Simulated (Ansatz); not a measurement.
**Single-point calculation, with input and output: MoSe**

MoSe (Fm-3m, 4 atoms in the cell), computed with DFT PBEsol, scalar-relativistic, plane waves, PAW, spin-polarised (Ansatz 0.2.0).

The structure was built on a prototype by a generator; it need not be a known phase. It belongs to a series of runs on one base structure; here: volume dafm1: 0.92 V/V0. Figures and captions count atoms from 1; the log counts them from 0 in places.

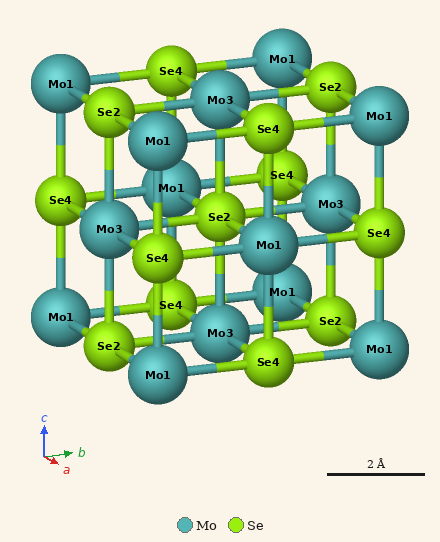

*The structure as given in the input (ball-and-stick view of the cell 2 times as large as that of the calculation, set on its symmetry axes, seen slightly off an axis; atoms are numbered from 1 in the order of the input). An atom can appear more than once, as a periodic image.*

Near neighbours in the periodic cell (some may lie outside the picture): Mo has 6 Se at 2.50 Å; Se has 6 Mo at 2.50 Å.

**Results in brief**

| quantity | value |
| --- | --- |
| outcome | converged |
| space group (tolerance 0.01 Å) | Fm-3m (225) |
| electrons treated | 60 |
| free energy | −20641.0408 eV |
| Fermi energy | 19.147 eV |
| gap on the k-point mesh | none (metallic) |
| net moment of the cell | 0.00 μB |
| integrated absolute moment | 0.00 μB |
| pressure | 16.08 GPa |
| largest force (length of the vector) | under 0.001 eV/Å |
| hardware | 1 thread of Intel Xeon @ 2.50GHz (Skylake/Cascade Lake), 189 GiB of memory available, shared host |
| wall time | 69 s |
| peak memory | 0.66 GiB |

**Remarks**

The program warns: some starting moments were not kept. The cell is under a pressure of 16.1 GPa at this level, so it is not at its equilibrium volume.

**The input**
```yaml
crystal:
  lattice:
    - [0.0, 2.5042719588, 2.5042719588]
    - [5.0085439175, 2.5042719588, 2.5042719588]
    - [5.0085439175, 5.0085439175, 0.0]
  atoms:
    - { symbol: Mo, position: [1.0, 0.0, 0.0], spin: 2.0 }
    - { symbol: Se, position: [0.5, 0.5, 0.0] }
    - { symbol: Mo, position: [1.0, 0.0, 0.5], spin: -2.0 }
    - { symbol: Se, position: [0.5, 0.5, 0.5] }
basis:
  ecutwfc: 420
kpoints:
  mp_grid: { grid: [14, 14, 7] }
hamiltonian:
  xc: pbesol
scf:
  occupations: { method: gaussian, width: 0.1 }
  lower_state_search: "off"
output:
  forces: true
  stress: true
  eigenvalues: true
  populations: true
magnetization:
  spin_polarized: true
```

Command:
```bash
ansatz run input.yaml --threads 1 --pin off --max-ram 2560MiB --backend cpu --events-out ev --progress --plain --runs-dir out
```

**Log**
```
basis.fft_grid_basis auto: the FFT boxes are laid along the combinations [[1, 0, 0], [0, 1, -1], [-1, 1, 0]] of the cell's own vectors, 3.542, 3.542 and 5.009 Å long. The dense box has 24×24×36 points. Along the cell's own vectors, as sized, it would have 24×45×48, 2.50 times as many. basis.fft_grid_basis: typed keeps the cell's own vectors: state it where this run's energies or levels are differenced outside the engine with another run's, or held beside a run that keeps those vectors.
Engine: ansatz 0.2.0, x86_64-unknown-linux-gnu
Pseudopotentials: kind: paw
Pseudopotential: Mo, paw, valence charge 14, recommended cutoff 420 eV (normal), Mo.paw.azcp
Pseudopotential: Se, paw, valence charge 16, recommended cutoff 420 eV (normal), Se.paw.azcp
Functional definition: PBEsol
  exchange = pbesol_x
  correlation = pbesol_c
Crystal: 4 atoms, lattice volume = 62.821 Å³
Basis set: ecut = 420 eV, 1245 PW (Γ), FFT grids on a1, a2−a3, −a1+a2, exchange–correlation on 48×48×72 points (8 copies of the dense FFT grid, shifted against one another)
Bands: 39, of which v1, the nominal top of the filled ones, is band 30 counted from 1 (29 counted from 0)
Symmetry: 16 space group operations
Space group: P4/mmm (ITA 123), of the structure as read, at distance tolerance 4.0e-5 Å
Magnetic group: BNS 123.350 (UNI 1010), of the structure as read, at distance tolerance 4.0e-5 Å
k-points: 144 of 1372
Non-local potential: Mo, projectors of the file, l = 0: 3, l = 1: 2, l = 2: 2, l = 3: 1
Non-local potential: Se, projectors of the file, l = 0: 2, l = 1: 2, l = 2: 3, l = 3: 1
PAW form: soft (Blöchl's): semilocal exchange-correlation on the pseudo side does not see the compensation charge
PAW frozen core: Mo, regenerated for the run's functional, and the local potential with it (the file was generated under x = pbe(κ = 0.804, μ = 0.2195149727645171), c = pbe(β = 0.06672455060314922))
PAW frozen core: Se, regenerated for the run's functional, and the local potential with it (the file was generated under x = pbe(κ = 0.804, μ = 0.2195149727645171), c = pbe(β = 0.06672455060314922))
PAW one-centre angular grid: Mo, 590 points (default); XC on 64 Gauss nodes
PAW one-centre angular grid: Se, 590 points (default); XC on 64 Gauss nodes
Initial density: superposition of atomic densities (chi_scale 0.1, normalization cell)
Starting moments: Σ|m| = 4 μB on 2 of 4 sites
Starting magnetic order: antiferromagnet; a translation exchanges its spin sublattices: spin-degenerate at every k-point
Initial wavefunctions: pseudopotential atomic-orbital guess
Functional: x = pbesol(κ = 0.804, μ = 0.12345679012345678), c = pbesol(β = 0.046)
SCF iter   1: F=—  HF=-20641.401605 eV  |F-HF|=—  |Δ(HF+E_count)|=         —  Δρ=5.38e-2 (↑5.38e-2 ↓5.38e-2)  dr2=3.01e0  dr2_m=1.19e0  M=0.000 μB ∫|m|=2.499 μB  β_m=0.30  ethr=3.10e-3  ⟨swp⟩=5.3  Hψ=20154  notcnv=0
preconditioner: auto → Kerker (q_TF=auto, 2.707 Å⁻¹)  [metal: Δε(μ)=0.010 eV  Ē_g=9.645 eV  σ=0.100 eV  W_gap=0.06  n_scr=20 (ndim 8)  ℏωp=23.0 eV  f_vac=0.000  D(μ)=3.37/eV (n_scr^D=36)]
spin=Collinear: Kerker preconditioning applied to the charge; magnetization (m = ρ↑ − ρ↓) channel mixes plain (no charge-response kernel on spin).
SCF iter   2: F=—  HF=-20641.052217 eV  |F-HF|=—  |Δ(HF+E_count)|=   3.49e-1  Δρ=3.76e-2 (↑3.76e-2 ↓3.76e-2)  dr2=1.10e0  dr2_m=6.25e-1  M=0.000 μB ∫|m|=2.415 μB  β_m=0.30  ethr=3.10e-3  ⟨swp⟩=2.0  Hψ=7689  notcnv=0  defer=290
SCF iter   3: F=—  HF=-20640.865963 eV  |F-HF|=—  |Δ(HF+E_count)|=   1.86e-1  Δρ=2.42e-2 (↑2.42e-2 ↓2.42e-2)  dr2=2.92e-2  dr2_m=3.21e-1  M=0.000 μB ∫|m|=2.339 μB  β_m=0.30  ethr=1.83e-3  ⟨swp⟩=2.0  Hψ=7886  notcnv=0  defer=298
SCF iter   4: F=—  HF=-20640.916548 eV  |F-HF|=—  |Δ(HF+E_count)|=   5.06e-2  Δρ=1.85e-2 (↑1.85e-2 ↓1.85e-2)  dr2=8.62e-3  dr2_m=1.95e-1  M=0.000 μB ∫|m|=2.225 μB  β_m=0.30  ethr=4.86e-5  ⟨swp⟩=2.0  Hψ=11481  notcnv=0  defer=293
SCF iter   5: F=—  HF=-20640.945216 eV  |F-HF|=—  |Δ(HF+E_count)|=   2.87e-2  Δρ=1.44e-2 (↑1.44e-2 ↓1.44e-2)  dr2=3.63e-4  dr2_m=1.19e-1  M=0.000 μB ∫|m|=2.125 μB  β_m=0.30  ethr=1.44e-5  ⟨swp⟩=2.0  Hψ=7399  notcnv=0  defer=293
SCF iter   6: F=—  HF=-20640.963423 eV  |F-HF|=—  |Δ(HF+E_count)|=   1.82e-2  Δρ=1.15e-2 (↑1.15e-2 ↓1.15e-2)  dr2=2.23e-4  dr2_m=7.62e-2  M=0.000 μB ∫|m|=2.031 μB  β_m=0.30  ethr=6.04e-7  ⟨swp⟩=2.0  Hψ=9734  notcnv=0  defer=293
SCF iter   7: F=—  HF=-20640.976118 eV  |F-HF|=—  |Δ(HF+E_count)|=   1.27e-2  Δρ=9.36e-3 (↑9.36e-3 ↓9.36e-3)  dr2=2.06e-4  dr2_m=5.04e-2  M=0.000 μB ∫|m|=1.945 μB  β_m=0.30  ethr=3.71e-7  ⟨swp⟩=2.0  Hψ=9675  notcnv=0  defer=293
SCF iter   8: F=—  HF=-20640.985135 eV  |F-HF|=—  |Δ(HF+E_count)|=   9.02e-3  Δρ=7.74e-3 (↑7.74e-3 ↓7.74e-3)  dr2=3.96e-5  dr2_m=3.45e-2  M=0.000 μB ∫|m|=1.866 μB  β_m=0.30  ethr=3.44e-7  ⟨swp⟩=2.0  Hψ=9720  notcnv=0  defer=293
SCF iter   9: F=—  HF=-20640.991918 eV  |F-HF|=—  |Δ(HF+E_count)|=   6.78e-3  Δρ=6.61e-3 (↑6.61e-3 ↓6.61e-3)  dr2=7.68e-5  dr2_m=2.52e-2  M=0.000 μB ∫|m|=1.788 μB  β_m=0.30  ethr=6.61e-8  ⟨swp⟩=2.4  Hψ=9863  notcnv=0  defer=294
Mixer restart at iter 9: flushing history
spin-set hold released at iteration 9 (site moments contracting): the magnetisation degrees of freedom join the quasi-Newton model from the next iteration; the mixer history was flushed
SCF iter  10: F=—  HF=-20640.997297 eV  |F-HF|=—  |Δ(HF+E_count)|=   5.38e-3  Δρ=5.74e-3 (↑5.74e-3 ↓5.74e-3)  dr2=1.10e-4  dr2_m=1.89e-2  M=0.000 μB ∫|m|=1.716 μB  β_m=0.37  ethr=6.61e-8  ⟨swp⟩=2.3  Hψ=8146  notcnv=0  defer=298
SCF iter  11: F=—  HF=-20641.013321 eV  |F-HF|=—  |Δ(HF+E_count)|=   1.60e-2  Δρ=3.53e-3 (↑3.53e-3 ↓3.53e-3)  dr2=1.13e-4  dr2_m=7.14e-3  M=0.000 μB ∫|m|=1.426 μB  β_m=0.42  ethr=6.61e-8  ⟨swp⟩=3.0  Hψ=11268  notcnv=0  defer=298
SCF iter  12: F=—  HF=-20641.027303 eV  |F-HF|=—  |Δ(HF+E_count)|=   1.40e-2  Δρ=1.94e-3 (↑1.94e-3 ↓1.94e-3)  dr2=1.31e-4  dr2_m=2.15e-3  M=0.000 μB ∫|m|=1.039 μB  β_m=0.70  ethr=6.61e-8  ⟨swp⟩=3.1  Hψ=12657  notcnv=0  defer=302
SCF iter  13: F=—  HF=-20641.038166 eV  |F-HF|=—  |Δ(HF+E_count)|=   1.09e-2  Δρ=8.36e-4 (↑8.36e-4 ↓8.36e-4)  dr2=1.44e-4  dr2_m=3.75e-4  M=0.000 μB ∫|m|=0.491 μB  β_m=0.66  ethr=6.61e-8  ⟨swp⟩=3.3  Hψ=14814  notcnv=0  defer=302
SCF iter  14: F=—  HF=-20641.040629 eV  |F-HF|=—  |Δ(HF+E_count)|=   2.46e-3  Δρ=4.45e-4 (↑4.45e-4 ↓4.45e-4)  dr2=1.47e-4  dr2_m=6.34e-5  M=0.000 μB ∫|m|=0.139 μB  β_m=0.83  ethr=6.61e-8  ⟨swp⟩=3.0  Hψ=12632  notcnv=0  defer=302
SCF iter  15: F=—  HF=-20641.040790 eV  |F-HF|=—  |Δ(HF+E_count)|=   1.60e-4  Δρ=1.96e-4 (↑1.96e-4 ↓1.96e-4)  dr2=2.53e-5  dr2_m=1.70e-5  M=0.000 μB ∫|m|=0.065 μB  β_m=0.91  ethr=6.61e-8  ⟨swp⟩=2.2  Hψ=9846  notcnv=0  defer=302
SCF iter  16: F=—  HF=-20641.040830 eV  |F-HF|=—  |Δ(HF+E_count)|=   4.02e-5  Δρ=4.17e-5 (↑4.17e-5 ↓4.17e-5)  dr2=1.54e-6  dr2_m=6.82e-7  M=0.000 μB ∫|m|=0.002 μB  β_m=0.96  ethr=4.21e-8  ⟨swp⟩=2.3  Hψ=9801  notcnv=0  defer=302
iter 17 did not close the SCF: its close was put off for a magnetic moment that had not settled (scf_convergence_deferred on its scf_iter line)
SCF iter  17: F=-20641.040830 eV  HF=-20641.040831 eV  |F-HF|=1.60e-8  |Δ(HF+E_count)|=   6.85e-7  Δρ=9.71e-6 (↑9.71e-6 ↓9.71e-6)  dr2=8.80e-8  dr2_m=8.21e-9  M=0.000 μB ∫|m|=0.002 μB  β_m=0.98  ethr=1.67e-10  ⟨swp⟩=8.5  Hψ=26916  notcnv=0
iter 18 did not close the SCF: its close was put off for a magnetic moment that had not settled (scf_convergence_deferred on its scf_iter line)
SCF iter  18: F=-20641.040831 eV  HF=-20641.040831 eV  |F-HF|=1.67e-10  |Δ(HF+E_count)|=   2.78e-8  Δρ=1.11e-6 (↑1.11e-6 ↓1.11e-6)  dr2=2.48e-9  dr2_m=9.74e-11  M=0.000 μB ∫|m|=0.000 μB  β_m=0.99  ethr=1.47e-10  ⟨swp⟩=2.0  Hψ=18044  notcnv=0
SCF iter  19: F=-20641.040831 eV  HF=-20641.040831 eV  |F-HF|=8.73e-11  |Δ(HF+E_count)|=  4.84e-10  Δρ=3.82e-7 (↑3.82e-7 ↓3.82e-7)  dr2=1.90e-10  dr2_m=1.79e-11  M=0.000 μB ∫|m|=0.000 μB  ethr=4.14e-12  ⟨swp⟩=1.7  Hψ=14359  notcnv=0
WARN: the starting moments were not kept: the SCF closed with an absolute magnetisation of 9.7e-5 μB, where they sum to 4 μB in size (2 sites). That is at most 0.1 of that sum. Measured as dr2_m measures the in/out step, that magnetisation stands 1.3e-9 eV from none, at or under the dr2_threshold of 1.0e-7 eV: it is no larger than a step whose dr2_m would equal this threshold. The system may hold no moment; this SCF shows only that its start led to no more than that. To try another start: raise the starting moments (crystal.atoms[].spin, magnetization.per_species, magnetization.initial_magnetization, or on a non-collinear deck that types none of these the spinor_matrix: blocks that start its atoms; where the total moment is fixed, keep their sum and leave initial_magnetization as it is; typed ones take the place of any that the run laid by itself, positive ones on a crystal's lanthanoids without a Hubbard term where scf.initial_density.shell_occupations: [] is typed) or, if the notice of its spin-set hold's release reads "site moments contracting" or "site moments show no strong build", lengthen the hold (scf.mixing.spin_hold: { on: { confirm: 4 } }; for m-r²SCAN on two components see the key's manual first). Each may lead to a state that holds a moment. A second SCF, from the converged charge density, with the starting moments and any scf.initial_density.shell_occupations laid on it anew, would have followed, and was not run: the deck does not ask for one (magnetization.retry_lost_moments is false, the default). To let it run, set magnetization.retry_lost_moments: true and run the deck again, where that key's refused combinations let it; where memory then withholds it, that run's warning says so.
SCF 1 converged in 19 iterations: F = -20641.040831 eV  dr2 = 1.90e-10
  greatest PAW one-centre occupation: 1.000 electrons in one spin orbital (limit 2), on the Se atom at site 3 (counted from 0), in its partial waves of l = 2
```

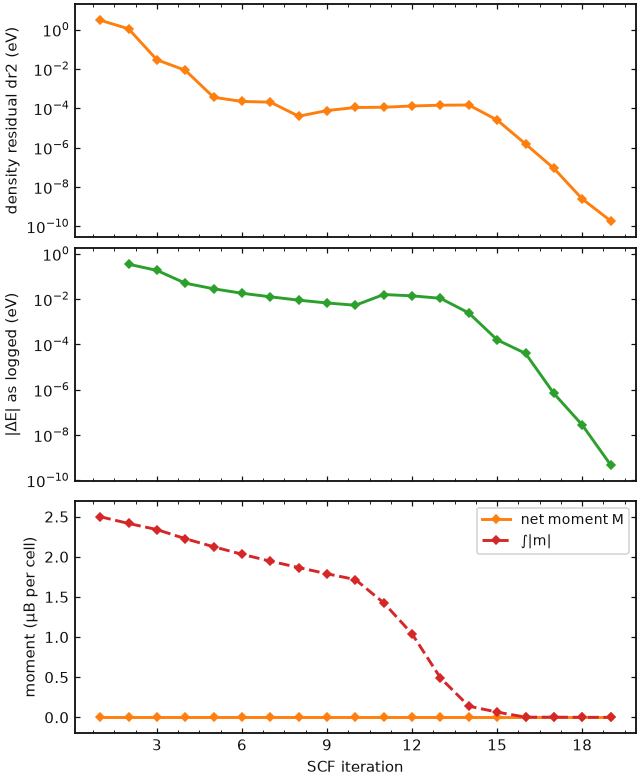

*Convergence of the self-consistent field: density residual dr2, size of the energy change and magnetic moment against the SCF iteration.*

The residual falls almost steadily, with no more than small rises. The net moment stays at 0.0 μB per cell, and ∫|m| falls to zero.

```
SCF converged after 19 iterations
Magnetization: 0.0000 μB (30.0000 up, 30.0000 down)
Absolute magnetization: 0.0001 μB (∫|ρ↑−ρ↓|, with the PAW one-centre terms)
Spin contamination: 0.0000 ħ² per cell (⟨S²⟩ above its minimum at these occupations)
Per-site moments (μB) at R_I (Å): [(3.59443844685725e-5, 1.033012182984375), (-1.1716580141009635e-6, 1.033012182984375), (-3.59443844685725e-5, 1.033012182984375), (1.1716580141009635e-6, 1.033012182984375)]
Free energy (F): -20641.040831 eV
Harris-Foulkes:  -20641.040831 eV  (|F-HF|=8.73e-11)
Internal energy: -20641.017339 eV  (E = F + TS)
E sigma→0 (E₀):  -20641.029085 eV
Entropy (-TS):   -0.023492 eV (-5.873 meV/atom)
Fermi energy:    19.147015 eV
--- Per-component energies (eV) ---
  E_band       = -653.319487
  E_kinetic    = 1139.768529
  E_local      = -5475.485531  (includes V_loc(G=0)·N_el)
  E_nonlocal   = -886.308649
  E_hartree    = 2545.239381
  E_xc         = -576.749373
  E_vxc        = -660.380576  (∫ρ·V_xc dr)
  E_paw        = -10028.270059  (= ΣΔE_a)
  E_vpaw       = 138.608932  (= ΣTr[D̂ρ^β])
  E_aug_tail   = -0.001139  (compensation charges beyond the density's cutoff)
  E_ewald      = -7361.645997
  E_core_change = 2.435500  (= ΣΔE_core)
  E_smearing   = -0.023492  (= −TS)
  E_closure    = 0.000000  (closes the sum)
  Σ components = -20641.040831   (vs F -20641.040831, Δ=0.00e0)
--- Forces (eV/Å), atoms counted from 1 ---
  atom   1  Mo    -0.00000000    -0.00000000     0.00000000
  atom   2  Se    -0.00000000     0.00000000    -0.00000000
  atom   3  Mo     0.00000000     0.00000000     0.00000000
  atom   4  Se     0.00000000     0.00000000    -0.00000000
  max |Σ_I F_I| component: 7.10e-30 eV/Å
--- Stress (GPa, compression-positive) ---
       16.075357       0.000000      -0.000000
        0.000000      16.075370      -0.000000
       -0.000000      -0.000000      16.075370
  P = ⅓ Tr σ = 16.0754 GPa (160.754 kbar)
--- Band table (eV; the first three rows and the last of 288) ---
  k-point 0 ↑: bands = ["-41.9976", "-41.9779", "-30.3132", "-30.3132", "-30.3121", "-30.3100", "-30.2933", "-30.2925", "-30.2925", "-30.2925", "-30.2900", "-30.2900", "-16.3317", "-16.2284", "-16.2284", "-16.1581", "-16.1581", "-16.1581", "2.3161", "3.7077", "12.3123", "14.7802", "15.1071", "15.1071", "16.7128", "16.7128", "16.7128", "16.8298", "16.8298", "16.8298", "17.2383", "17.2383", "18.2763", "19.8006", "19.8006", "20.9623", "22.5815", "22.8733", "26.8289"]
  k-point 1 ↑: bands = ["-41.9956", "-41.9778", "-30.3135", "-30.3132", "-30.3125", "-30.3104", "-30.2930", "-30.2925", "-30.2924", "-30.2923", "-30.2902", "-30.2901", "-16.3214", "-16.2458", "-16.2204", "-16.1829", "-16.1650", "-16.1570", "2.5218", "3.8299", "12.3655", "13.4841", "14.4678", "14.9900", "15.2041", "15.5925", "16.1285", "16.8527", "17.2176", "17.8575", "18.2530", "19.3230", "19.3367", "19.6453", "19.8693", "20.8347", "23.5387", "23.8766", "27.2212"]
  k-point 2 ↑: bands = ["-41.9905", "-41.9782", "-30.3143", "-30.3136", "-30.3132", "-30.3113", "-30.2923", "-30.2923", "-30.2920", "-30.2918", "-30.2908", "-30.2905", "-16.2937", "-16.2829", "-16.2399", "-16.2006", "-16.1854", "-16.1566", "3.0698", "4.0840", "12.0495", "12.5520", "13.0875", "13.5922", "13.9276", "14.4785", "17.2542", "17.4408", "17.9560", "18.7922", "19.1193", "19.2019", "19.9979", "20.4360", "21.4361", "21.9060", "25.0173", "25.3259", "27.4707"]
  k-point 143 ↓: bands = ["-41.9779", "-41.9779", "-30.3121", "-30.3121", "-30.3100", "-30.3100", "-30.2933", "-30.2933", "-30.2900", "-30.2900", "-30.2900", "-30.2900", "-16.3317", "-16.3317", "-16.2284", "-16.2284", "-16.2284", "-16.2284", "3.7077", "3.7077", "12.3123", "12.3123", "14.7802", "14.7802", "15.1071", "15.1071", "15.1071", "15.1071", "18.2763", "18.2763", "19.8006", "19.8006", "19.8006", "19.8006", "20.9623", "20.9623", "22.5815", "22.5815", "29.7392"]
--- Löwdin populations: 4 sites ---
  site symbol       q [e]    m [muB]
     0     Mo     14.0308     0.0000
     1     Se     15.8366    -0.0000
     2     Mo     14.0308    -0.0000
     3     Se     15.8366     0.0000
  spilling = 0.004418 (of n_electrons = 60.000000)
```

**File populations.tsv**
```
# site	symbol	l	j	q_up	q_dn
# orbitals = lowdin
# n_electrons = 60.000000
# spilling = 0.004418
0	Mo	0_4S	-	0.983804	0.983804
0	Mo	0_5S	-	0.220829	0.220829
0	Mo	1_4P	-	2.993806	2.993806
0	Mo	2_4D	-	2.817000	2.816953
1	Se	0_4S	-	0.811512	0.811513
1	Se	1_4P	-	2.107007	2.107008
1	Se	2_3D	-	4.999795	4.999795
2	Mo	0_4S	-	0.983804	0.983804
2	Mo	0_5S	-	0.220829	0.220829
2	Mo	1_4P	-	2.993806	2.993806
2	Mo	2_4D	-	2.816953	2.817000
3	Se	0_4S	-	0.811513	0.811512
3	Se	1_4P	-	2.107008	2.107007
3	Se	2_3D	-	4.999795	4.999795
```

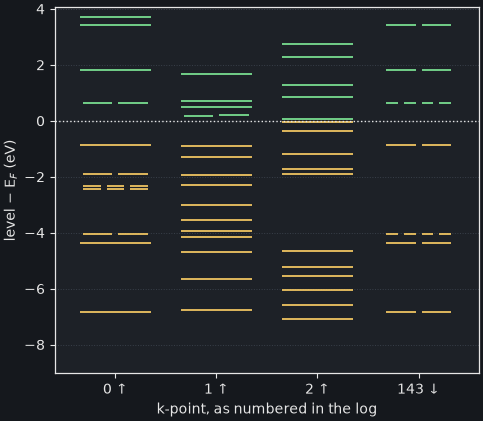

*Kohn–Sham levels near the Fermi level (dotted) at the few k-points that the log prints; levels within 0.02 eV of each other stand side by side.*

The system is metallic on the full mesh.
